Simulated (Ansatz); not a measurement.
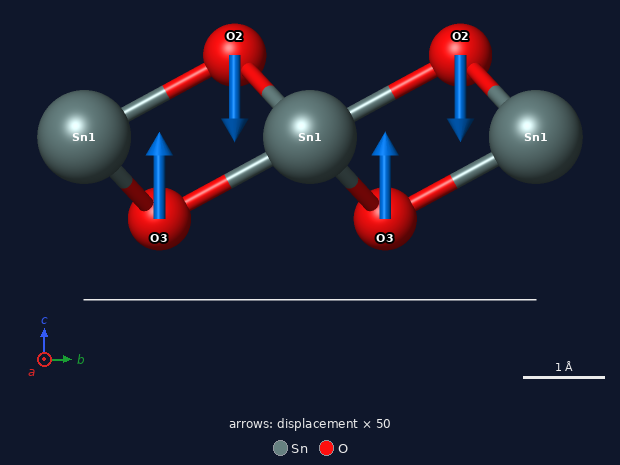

This is a relaxation of a slab of composition SnO2. The starting structure is drawn; blue arrows show the displacements (the part carried along by the change of the cell is left out), magnified 50 times.

Style: ball-and-stick. Shown: the 2 × 2 repeat of the cell, outlined in the plane, without the vacuum, along the a axis.

Level of theory: DFT, LDA, plane waves, PAW in Ansatz 0.2.0. Set-up: plane-wave cutoff 420 eV; k-point mesh 12 × 12 × 1; occupations fermi dirac; smearing width 0.02 eV; no spin polarisation; cell and atoms relaxed; force threshold 0.005 eV/Å.

**Which element moves most?**

Oxygen: up to 0.022 Å, against 0.000 Å for tin.

**What happened in the run?**

After 4 accepted moves (6 points after the start) the energy has fallen by 62.1 meV per cell of the calculation. Largest force component: 0.65 eV/Å at the start, 0.00031 eV/Å at the end. The SCF was repeated twice at an unchanged geometry on a basis and grid sized afresh for the cell, which shifted the energy by 7.5 meV per cell of the calculation at most. The largest moves, 0.022 Å, are those of O2 and O3. O3 goes along the normal (+c). Sn stays in place. In the plane the drawn cell goes a 6.454 → 6.341 Å (−1.8 %), b 6.454 → 6.341 Å (−1.8 %). Some distances before and after: Sn1–O2 2.120 → 2.081 Å.
